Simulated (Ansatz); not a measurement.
Ta₅N₄ (slab)

```cif
data_structure
_symmetry_space_group_name_H-M 'P 1'
_symmetry_Int_Tables_number 1
_cell_length_a 2.8895
_cell_length_b 5.8608
_cell_length_c 25.0094
_cell_angle_alpha 90.000
_cell_angle_beta 90.000
_cell_angle_gamma 90.000
_cell_volume 423.52
loop_
_atom_site_label
_atom_site_type_symbol
_atom_site_fract_x
_atom_site_fract_y
_atom_site_fract_z
_atom_site_occupancy
Ta1 Ta 0.50000 0.00680 0.30170 1
Ta2 Ta 0.50000 0.49320 0.30170 1
N1 N 0.00000 0.75000 0.33252 1
N2 N 0.50000 0.25000 0.36439 1
Ta3 Ta 0.00000 0.99868 0.39851 1
Ta4 Ta 0.00000 0.50132 0.39851 1
N3 N 0.50000 0.75000 0.43380 1
N4 N 0.00000 0.25000 0.46640 1
Ta5 Ta 0.50000 0.00000 0.50000 1
Ta6 Ta 0.50000 0.50000 0.50000 1
N5 N 0.00000 0.75000 0.53360 1
N6 N 0.50000 0.25000 0.56620 1
Ta7 Ta 0.00000 0.00132 0.60149 1
Ta8 Ta 0.00000 0.49868 0.60149 1
N7 N 0.50000 0.75000 0.63561 1
N8 N 0.00000 0.25000 0.66748 1
Ta9 Ta 0.50000 0.99320 0.69830 1
Ta10 Ta 0.50000 0.50680 0.69830 1
```

Level of theory: Ansatz, DFT PBEsol, scalar-relativistic, plane waves, PAW.

What will maps of the valence pseudo-density and electron localisation function show?

Ta–N (2.20 Å): the density is about 0.56 e/Å³ at the midpoint; the ELF peaks at about 0.80 in the valence shell of N, 0.7 Å from its nucleus, and is about 0.15 at the midpoint (no localised pair shows between them).
Ta–N (2.25 Å): ρ is about 0.51 e/Å³ halfway; the ELF peaks at about 0.80 in the valence shell of N, 0.7 Å from its nucleus, and is about 0.15 at the midpoint: no shared electron pair shows on this line.
Ta–Ta (2.91 Å): the density is about 0.28 e/Å³ at the midpoint; the ELF is about 0.25 at the midpoint; no localised pair shows between them.
Ta–Ta (2.91 Å): the density is about 0.28 e/Å³ at the midpoint; the ELF is about 0.25 at the midpoint: no shared electron pair shows on this line.

Does the calculation give a band gap?

It is metallic or semimetallic at this level of theory: no gap opens.

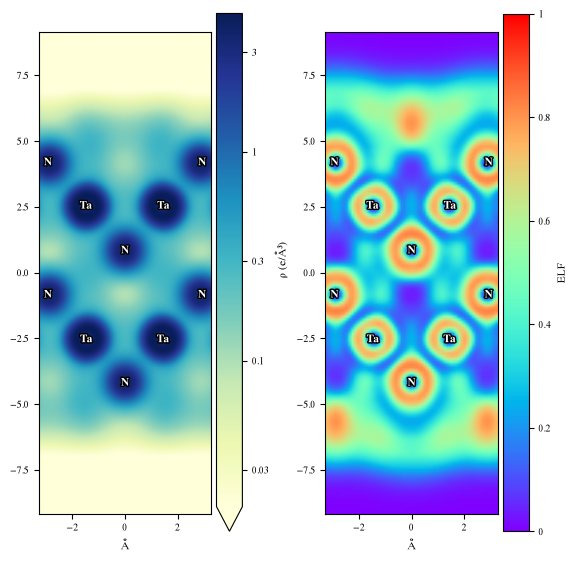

Computed valence pseudo-density and electron localisation function on the (100) plane of the calculation cell, a cut from vacuum to vacuum, in this order. 

The density is the valence pseudo-density of a PAW calculation; it isn't the true density close to the nuclei.
